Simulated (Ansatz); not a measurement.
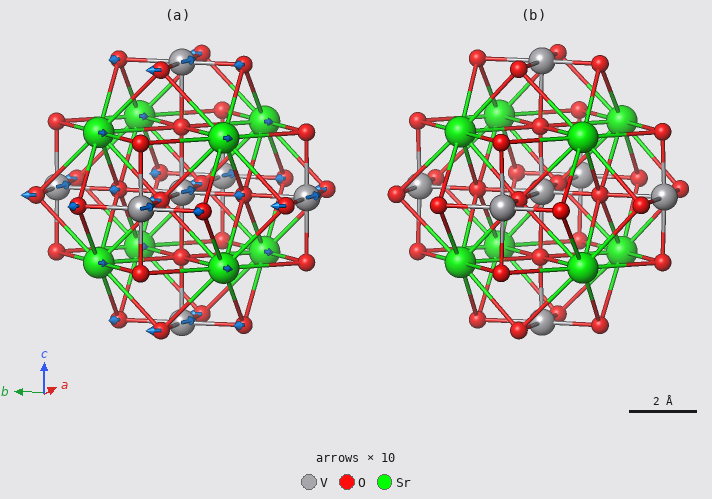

The structure of a crystal of SrVO3 (a generated structure, set up in Pm-3m) before (left) and after (right) a relaxation, at one scale. The blue arrows give the displacements (the part carried along by the change of the cell is left out), magnified 10 times.

A ball-and-stick model of the atoms within 5.0 Å of the atom that moves most (axes of the cell of the calculation), seen from a free direction.

The start is a swapped structure (perovskite).

Method: DFT, PAW plane waves, r2SCAN+U in Ansatz. (plane-wave cutoff 500 eV; k-point mesh 6 × 6 × 6; occupations fermi dirac; smearing width 0.0484 eV; collinear spin; U = 6.09 eV on V d; cell and atoms relaxed; force threshold 0.03 eV/Å; at most 60 steps)

### Describe what moved and what it gained.

The run was cut off at its time limit before the relaxation converged, so the last structure is only a point on the way. The atom that moves furthest relative to the cell is the V atom (0.055 Å roughly along [3 −2 0]). Largest moves by element: V 0.055 Å, O 0.048 Å, Sr 0.031 Å. Cell: a 3.928 → 3.850 Å (−2.0 %), b 3.928 → 3.858 Å (−1.8 %), c 3.928 → 3.939 Å (+0.3 %), γ 90.0° → 89.0°. Volume −3.4 %. Near-neighbour distances that change, for instance: O–V 1.965 → 1.860 Å, O–Sr 2.772 → 2.672 Å, Sr–V 3.402 → 3.318 Å, O–V 1.946 → 1.862 Å. Among the angles between lasting bonds that change: O–V–O 90.7° → 96.6°, O–V–O 179.6° → 174.6°, V–O–V 179.6° → 174.6°. The space group (tolerance 0.01 Å) goes from P1 (No. 1) to Amm2 (No. 38). After 21 accepted moves (25 points after the start) the energy has fallen by 16.1 meV per atom. The largest force component goes from 0.066 to 0.014 eV/Å. Pressure: −6.97 GPa at the start and −0.29 GPa at the end. The line search rejected the trial steps at points 11, 13, 23 of the run. The SCF was repeated once at an unchanged geometry on a basis and grid sized afresh for the cell, which shifted the energy by 0.3 meV per atom at most. The program noted that the start was displaced slightly to test its symmetry. The run took 59 min on 2 threads of AMD EPYC 7R43 64-Core Processor (Zen 3), with other jobs on the host, peak memory 0.91 GiB.
